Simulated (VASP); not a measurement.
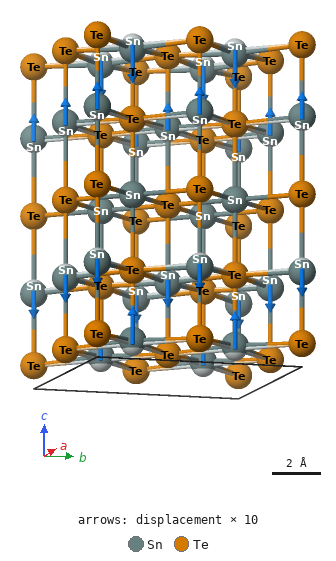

This is a relaxation of a slab of composition SnTe. The starting structure is drawn faded, the final one solid; blue arrows show the displacements, magnified 10 times.

The picture is a ball-and-stick view of the 2 × 2 repeat of the cell, outlined in the plane, without the vacuum, seen from a free direction.

The run lets the atoms move in a fixed cell.

All numbers below come from Kohn-Sham DFT of a periodic cell, PBE, VASP PAW PBE potentials, recommended (VASP 6.6.1).

Input
```
ALGO = Normal
DIPOL = 0.5 0.5 0.500
EDIFF = 1E-6
EDIFFG = -0.02
ENCUT = 520
GGA = PE
IBRION = 2
IDIPOL = 3
ISIF = 2
ISMEAR = 0
KPAR = 4
LASPH = T
LCHARG = F
LDIPOL = T
LREAL = F
LWAVE = F
NELM = 80
NSW = 80
PREC = Accurate
SIGMA = 0.03
```

Run as
```bash
cat potpaw_PBE.64/Sn_d/POTCAR potpaw_PBE.64/Te/POTCAR > POTCAR
mpirun -np 4 vasp_std > vasp.out
```

Question: Which element moves most?

Answer: Tin: up to 0.16 Å, against 0.03 Å for tellurium.

Question: What happened in the run?

Answer: The largest moves, 0.16 Å, are those of Sn atoms. By element the largest moves are Sn 0.16 Å, Te 0.03 Å. The lattice vectors keep their values. Near-neighbour distances that change, for instance: Sn–Te 3.205 → 3.008 Å, Sn–Te 3.205 → 3.070 Å, Sn–Te 3.205 → 3.326 Å, Sn–Te 3.205 → 3.238 Å. Bond angles that change, for instance: Te–Sn–Te 180.0° → 174.6°, Sn–Te–Sn 180.0° → 174.6°, Sn–Te–Sn 180.0° → 176.8°. The energy falls by 0.140 eV per cell of the calculation in 9 geometry steps. The largest force component goes from 0.44 to 0.012 eV/Å.
